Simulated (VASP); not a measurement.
# CdSe (Cadmoselite): GW quasiparticle gap, part 2 of 5

Aim: the quasiparticle gap of CdSe (Cadmoselite), and what it costs to get it. The cell is of the wurtzite type, one of the forms listed for this formula. The start is a cell from a database of measured crystal structures.

VASP 6.6.1, plane waves and PAW; the level of theory is named at each step.

So far. Step 2 (Relaxation): At LDA, with these data sets, the largest force is down to 0.0084 eV/Å.

The database entry behind the starting cell differs from later determinations by our own check (inner coordinate of an old entry), so it need not match the best structure at ambient conditions.

## 3. Ground state

This step: LDA; plane waves and PAW (Cd_GW, Se_GW) (VASP 6.6.1).

The orbitals come from a self-consistent LDA run with a tight EDIFF and a narrow smearing. KPOINTS_OPT adds the bands along a path, which shows whether the mesh holds the band edges.

Input file INCAR:

```
SYSTEM = CdSe
PREC = Accurate
ENCUT = 300
EDIFF = 1E-08
NELM = 100
ISMEAR = 0
SIGMA = 0.01
LREAL = .FALSE.
ALGO = Normal
GGA = CA
NBANDS = 24
LORBIT = 11
LWAVE = .TRUE.
LCHARG = .FALSE.
KPAR = 2
```

Input file POSCAR:

```
CdSe
1.0
    4.3000000000      0.0000000000      0.0000000000
   -2.1500000000      3.7239092363      0.0000000000
    0.0000000000      0.0000000000      7.0200000000
Cd Se
2 2
Direct
    0.6666666667      0.3333333333      0.5048206213
    0.3333333333      0.6666666667      0.0048206213
    0.6666666667      0.3333333333      0.8801793787
    0.3333333333      0.6666666667      0.3801793787
```

Input file KPOINTS:

```
Automatic mesh
0
Gamma
3 3 2
0 0 0
```

Input file KPOINTS_OPT:

```
Line mode
12
Line-mode
Reciprocal
  0.00000000   0.00000000   0.00000000 GAMMA
  0.50000000   0.00000000   0.00000000 M

  0.50000000   0.00000000   0.00000000 M
  0.33333333   0.33333333   0.00000000 K

  0.33333333   0.33333333   0.00000000 K
  0.00000000   0.00000000   0.00000000 GAMMA

  0.00000000   0.00000000   0.00000000 GAMMA
  0.00000000   0.00000000   0.50000000 A

  0.00000000   0.00000000   0.50000000 A
  0.50000000   0.00000000   0.50000000 L

  0.50000000   0.00000000   0.50000000 L
  0.33333333   0.33333333   0.50000000 H

  0.33333333   0.33333333   0.50000000 H
  0.00000000   0.00000000   0.50000000 A

  0.50000000   0.00000000   0.50000000 L
  0.50000000   0.00000000   0.00000000 M

  0.33333333   0.33333333   0.00000000 K
  0.33333333   0.33333333   0.50000000 H
```

Potentials, in the order of the species: Cd_GW and Se_GW (LDA family, release 64).

Launch:

```console
$ mpirun -np 4 vasp_std
```

Log:

```text
[banner, memory and clock lines left out]
running    4 mpi-ranks, on    1 nodes
 distrk:  each k-point on    2 cores,    2 groups
 distr:  one band on    1 cores,    2 groups

 POSCAR found type information on POSCAR CdSe
 POSCAR found :  2 types and       4 ions
 LDA part: xc-table for (Slater(with rela. corr.)+CA(PZ))
 , standard interpolation
 POSCAR, INCAR and KPOINTS ok, starting setup
 FFT: planning ... GRIDC
 FFT: planning ... GRID_SOFT
 FFT: planning ... GRID
 WAVECAR not read
 entering main loop
       N       E                     dE             d eps       ncg     rms          rms(c)
DAV:   1     0.176905353589E+03    0.17691E+03   -0.12969E+04   320   0.906E+02
DAV:   2    -0.409748734585E+01   -0.18100E+03   -0.17723E+03   432   0.310E+02
DAV:   3    -0.137868585863E+02   -0.96894E+01   -0.96413E+01   400   0.675E+01
DAV:   4    -0.141689034105E+02   -0.38204E+00   -0.38183E+00   464   0.154E+01
DAV:   5    -0.141793400223E+02   -0.10437E-01   -0.10436E-01   416   0.195E+00    0.866E+00
DAV:   6    -0.134170316483E+02    0.76231E+00   -0.13196E+00   384   0.116E+01    0.678E+00
DAV:   7    -0.133587128456E+02    0.58319E-01   -0.69357E-01   384   0.446E+00    0.207E+00
DAV:   8    -0.133470927552E+02    0.11620E-01   -0.94570E-02   376   0.275E+00    0.343E-01
DAV:   9    -0.133453720877E+02    0.17207E-02   -0.12340E-02   384   0.131E+00    0.571E-02
DAV:  10    -0.133452640319E+02    0.10806E-03   -0.13328E-03   392   0.393E-01    0.312E-02
DAV:  11    -0.133452573850E+02    0.66468E-05   -0.13744E-04   400   0.936E-02    0.104E-02
DAV:  12    -0.133452592257E+02   -0.18407E-05   -0.41049E-05   424   0.534E-02    0.724E-03
DAV:  13    -0.133452575310E+02    0.16948E-05   -0.12287E-05   384   0.362E-02    0.133E-03
DAV:  14    -0.133452575914E+02   -0.60418E-07   -0.76961E-07   376   0.583E-03    0.398E-04
DAV:  15    -0.133452575878E+02    0.35434E-08   -0.48898E-08   392   0.185E-03
   1 F= -.13345258E+02 E0= -.13345258E+02  d E =-.104467E-18
 Start KPOINTS_OPT (optional k-point list driver)
k-point batch [1-6\108]
       N       E                     dE             ncg
DAV:   1     0.290972544154E+03   -0.66129E+03      296
DAV:   2    -0.823517566142E+03   -0.11145E+04      440
DAV:   3    -0.884989469460E+03   -0.61472E+02      432
DAV:   4    -0.886970868175E+03   -0.19814E+01      432
DAV:   5    -0.887037835022E+03   -0.66967E-01      432
DAV:   6    -0.887040333336E+03   -0.24983E-02      440
DAV:   7    -0.887040394567E+03   -0.61231E-04      456
DAV:   8    -0.887040396677E+03   -0.21100E-05      424
DAV:   9    -0.887040396750E+03   -0.73438E-07      408
DAV:  10    -0.887040396755E+03   -0.50971E-08      296
[...]
k-point batch [103-108\108]
       N       E                     dE             ncg
DAV:   1     0.208249641414E+03   -0.49188E+04      296
DAV:   2    -0.894232450422E+03   -0.11025E+04      416
DAV:   3    -0.957644248433E+03   -0.63412E+02      432
DAV:   4    -0.960089956534E+03   -0.24457E+01      408
DAV:   5    -0.960194075558E+03   -0.10412E+00      456
DAV:   6    -0.960196138084E+03   -0.20625E-02      400
DAV:   7    -0.960196242545E+03   -0.10446E-03      472
DAV:   8    -0.960196243853E+03   -0.13080E-05      376
DAV:   9    -0.960196243910E+03   -0.57320E-07      408
DAV:  10    -0.960196243912E+03   -0.17432E-08      248
 writing wavefunctions
```

Wall time 12 s (4 MPI ranks of Intel Xeon 6975P-C (Granite Rapids), shared host); peak memory 0.56 GiB.

From OUTCAR (step 3):

```text
 Found      6 irreducible k-points:

   k-points           NKPTS =      6   k-points in BZ     NKDIM =      6   number of bands    NBANDS=     24

   dimension x,y,z NGX =    24 NGY =   24 NGZ =   40
   dimension x,y,z NGXF=    48 NGYF=   48 NGZF=   80

   ENCUT  =  300.0 eV  22.05 Ry    4.70 a.u.   6.07  6.07  9.91*2*pi/ulx,y,z

   NELECT =      36.0000    total number of electrons

 E-fermi :   2.0892

 k-point     1 :       0.0000    0.0000    0.0000
  band No.  band energies     occupation
    ...
     14       1.2432      2.00000
     15       1.2432      2.00000
     16       1.9613      2.00000
     17       2.0289      2.00000
     18       2.0289      2.00000
     19       2.3979      0.00000
     20       3.9851      0.00000
     21       7.7025      0.00000
     22       7.7025      0.00000
     23       7.9767      0.00000
    ...

 k-point     2 :       0.3333   -0.0000    0.0000
  band No.  band energies     occupation
    ...
     14      -1.1325      2.00000
     15      -0.7036      2.00000
     16       0.3652      2.00000
     17       1.1297      2.00000
     18       1.4385      2.00000
     19       4.8014      0.00000
     20       5.2595      0.00000
     21       6.8738      0.00000
     22       7.6502      0.00000
     23       8.3514      0.00000
    ...

  Total       -0.8239431     -0.8239431     -1.5660501      0.0000000      0.0000000      0.0000000
  in kB      -11.7436509    -11.7436509    -22.3208937      0.0000000      0.0000000      0.0000000
  external PRESSURE =     -15.2693985 kB  Pullay stress =       0.0000000 kB

  energy-cutoff  :      300.00
  volume of cell :      112.41
      direct lattice vectors                 reciprocal lattice vectors
     4.300000000  0.000000000  0.000000000     0.232558140  0.134267504  0.000000000
    -2.150000000  3.723909236  0.000000000     0.000000000  0.268535009  0.000000000
     0.000000000  0.000000000  7.020000000     0.000000000  0.000000000  0.142450142

 POSITION                                       TOTAL-FORCE (eV/Angst)
 -----------------------------------------------------------------------------------
      2.15000      1.24130      3.54384         0.000000      0.000000      0.046831
     -0.00000      2.48261      0.03384        -0.000000      0.000000      0.046831
      2.15000      1.24130      6.17886        -0.000000      0.000000     -0.046831
     -0.00000      2.48261      2.66886         0.000000      0.000000     -0.046831
 -----------------------------------------------------------------------------------
    total drift:                                0.000001      0.000001      0.000527

  FREE ENERGIE OF THE ION-ELECTRON SYSTEM (eV)
  ---------------------------------------------------
  free  energy   TOTEN  =       -13.3452575878 eV

  energy  without entropy=      -13.3452575878  energy(sigma->0) =      -13.34525759

 total charge
# of ion       s       p       d       f       tot
--------------------------------------------------
    1        0.520   0.419   9.684   0.019  10.641
    2        0.520   0.419   9.684   0.019  10.641
    3        1.429   2.357   0.022   0.000   3.808
    4        1.429   2.357   0.022   0.000   3.808
--------------------------------------------------
tot          3.898   5.552  19.411   0.037  28.898

[... 3 parts as in an earlier step ...]

[... 7 further parts left out ...]
```

This step gave:

```yaml
free_energy_toten: -13.35 eV
fermi_energy: 2.089 eV
pressure: -1.527 GPa
least_gap_on_mesh_and_path: 0.3690 eV
least_direct_gap_on_mesh_and_path: 0.3690 eV
```

The highest empty bands on the path are converged less tightly, to about 0.1 eV. The electronic bands at the labelled points (eV, zero at the valence-band top; v1 is the highest filled band, c1 the lowest empty one):

```
    point     v4     v3     v2     v1    c1    c2    c3    c4
        Γ  -0.79  -0.07   0.00   0.00  0.37  1.96  5.67  5.67
        M  -2.75  -1.91  -1.40  -0.78  3.00  3.11  4.56  5.93
        K  -3.15  -1.95  -1.95  -1.73  3.98  4.63  4.63  6.78
        Γ  -0.79  -0.07   0.00   0.00  0.37  1.96  5.67  5.67
        A  -0.41  -0.41  -0.41  -0.41  2.13  2.13  5.63  5.63
        L  -1.42  -1.42  -1.39  -1.39  2.69  2.69  4.67  4.67
        H  -2.52  -2.52  -1.17  -1.17  3.55  3.55  5.58  5.58
        A  -0.41  -0.41  -0.41  -0.41  2.13  2.13  5.63  5.63
jump to L  -1.42  -1.42  -1.39  -1.39  2.69  2.69  4.67  4.67
        M  -2.75  -1.91  -1.40  -0.78  3.00  3.11  4.56  5.93
jump to K  -3.15  -1.95  -1.95  -1.73  3.98  4.63  4.63  6.78
        H  -2.52  -2.52  -1.17  -1.17  3.55  3.55  5.58  5.58
```

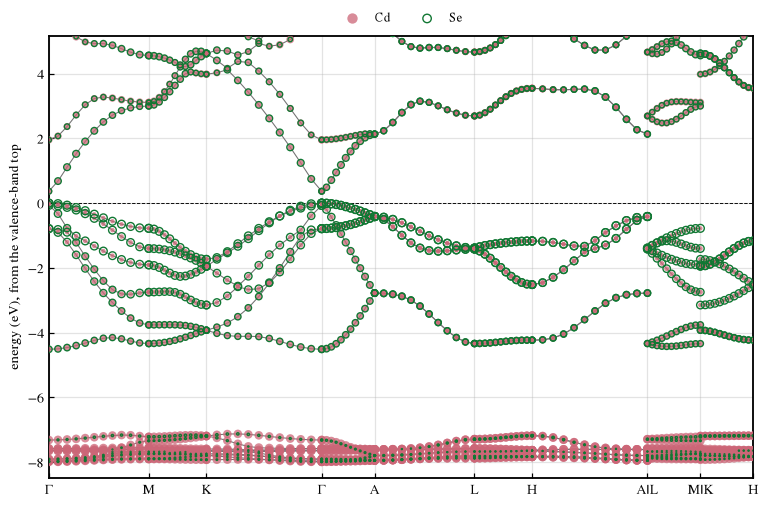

Electronic bands along the path; dots are coloured as in the legend, and their area grows with the weight.

The cell has a gap of 0.369 eV on mesh and path. Spin-orbit coupling is left out, which can shift or reorder these edges.

## 4. Empty bands, functional LDA

The next step needs empty bands that the ground-state run didn't converge, so the Hamiltonian is diagonalised exactly for NBANDS bands, in a single step. LOPTICS writes the k-derivatives of the orbitals (WAVEDER), which give the long-wavelength limit of the screening.

Input file INCAR:

```
SYSTEM = CdSe
PREC = Accurate
ENCUT = 300
ISMEAR = 0
SIGMA = 0.01
LREAL = .FALSE.
GGA = CA
NBANDS = 472
ALGO = Exact
NELM = 1
LWAVE = .TRUE.
LCHARG = .FALSE.
LOPTICS = .TRUE.
NEDOS = 1000
CSHIFT = 0.1
```

POSCAR is that of step 3.

KPOINTS is that of step 3.

Launch:

```console
$ mpirun -np 4 vasp_std
```

Log:

```text
[banner, memory and clock lines left out]
running    4 mpi-ranks, on    1 nodes
 distrk:  each k-point on    4 cores,    1 groups
 distr:  one band on    1 cores,    4 groups

 POSCAR found type information on POSCAR CdSe
 POSCAR found :  2 types and       4 ions
 LDA part: xc-table for (Slater(with rela. corr.)+CA(PZ))
 , standard interpolation
 found WAVECAR, reading the header
  number of bands has changed, file:    24 present:   472
  trying to continue reading WAVECAR, but it might fail
 POSCAR, INCAR and KPOINTS ok, starting setup
 FFT: planning ... GRIDC
 FFT: planning ... GRID_SOFT
 FFT: planning ... GRID
 reading WAVECAR
 random initialization beyond band           24
 the WAVECAR file was read successfully
 initial charge from wavefunction
 entering main loop
       N       E                     dE             d eps       ncg     rms          rms(c)
DIA:   1    -0.133452575883E+02   -0.13345E+02    0.00000E+00     0   0.000E+00
   1 F= -.13345258E+02 E0= -.13345258E+02  d E =-.171004E-74
 writing wavefunctions
 optical routines
 imaginary and real dielectric function
 recalculating local potential from charge density
 direction            1
 direction            2
 direction            3
```

Wall time 8.2 s (4 MPI ranks); peak memory 0.83 GiB; 31 s of CPU time.

Parts of OUTCAR (step 4):

```text
 Found      6 irreducible k-points:

   k-points           NKPTS =      6   k-points in BZ     NKDIM =      6   number of bands    NBANDS=    472

   NELECT =      36.0000    total number of electrons

 E-fermi :   2.1573

 k-point     4 :       0.0000    0.0000    0.5000
  band No.  band energies     occupation
    ...
     14      -0.7480      2.00000
     15       1.6170      2.00000
     16       1.6170      2.00000
     17       1.6170      2.00000
     18       1.6170      2.00000
     19       4.1625      0.00000
     20       4.1625      0.00000
     21       7.6543      0.00000
     22       7.6543      0.00000
     23       8.1150      0.00000
    ...

 k-point     6 :       0.3333    0.3333    0.5000
  band No.  band energies     occupation
    ...
     14      -2.2015      2.00000
     15      -0.4876      2.00000
     16      -0.4876      2.00000
     17       0.8616      2.00000
     18       0.8616      2.00000
     19       5.5772      0.00000
     20       5.5772      0.00000
     21       7.6066      0.00000
     22       7.6066      0.00000
     23       8.1007      0.00000
    ...

  Total       -0.8229072     -0.8229072     -1.5648824      0.0000000      0.0000000      0.0000000
  in kB      -11.7288863    -11.7288863    -22.3042508      0.0000000      0.0000000      0.0000000
  external PRESSURE =     -15.2540078 kB  Pullay stress =       0.0000000 kB

 POSITION                                       TOTAL-FORCE (eV/Angst)
 -----------------------------------------------------------------------------------
      2.15000      1.24130      3.54384        -0.000000      0.000000      0.046828
     -0.00000      2.48261      0.03384        -0.000000     -0.000000      0.046828
      2.15000      1.24130      6.17886        -0.000000      0.000000     -0.046828
     -0.00000      2.48261      2.66886         0.000000     -0.000000     -0.046828
 -----------------------------------------------------------------------------------
    total drift:                                0.000001      0.000001      0.000524

  FREE ENERGIE OF THE ION-ELECTRON SYSTEM (eV)
  ---------------------------------------------------
  free  energy   TOTEN  =       -13.3452575883 eV

  energy  without entropy=      -13.3452575883  energy(sigma->0) =      -13.34525759

 plasma frequency squared (from intraband transitions) (eV^2)
  --------------------------------------------------------------------------------------
       0.000      -0.000       0.000
       0.000       0.000       0.000
       0.000       0.000       0.000

[... 12 parts as in an earlier step ...]

[... 1 further part left out ...]
```

WAVECAR now holds 472 bands for 36 electrons. Its independent-particle dielectric tensor has xx, yy, zz = 248.7, 248.7, 197.7 on this mesh, which isn't tested for convergence in mesh or bands and lacks local fields. A value this large is set by the few k points at the smallest gap, and it enters the screening of any GW step.

[end of part 2 of 5]

[Lines on the potential files, build, host, timing and source positions are cut from VASP's logs without a mark.]

[Logs are printed without paths, hosts, clocks, repeated set-up lines and the standing remarks that a program may print on its own settings, such as how far it seeks lower states.]

[Hosts, paths, dates, database ids (printed as entryN), source tags and the programs' standing remarks are cut or masked in the printed files.]

[Pressures printed for these runs are not shown converged in the cutoff: they can be off by several GPa and have the wrong sign.]
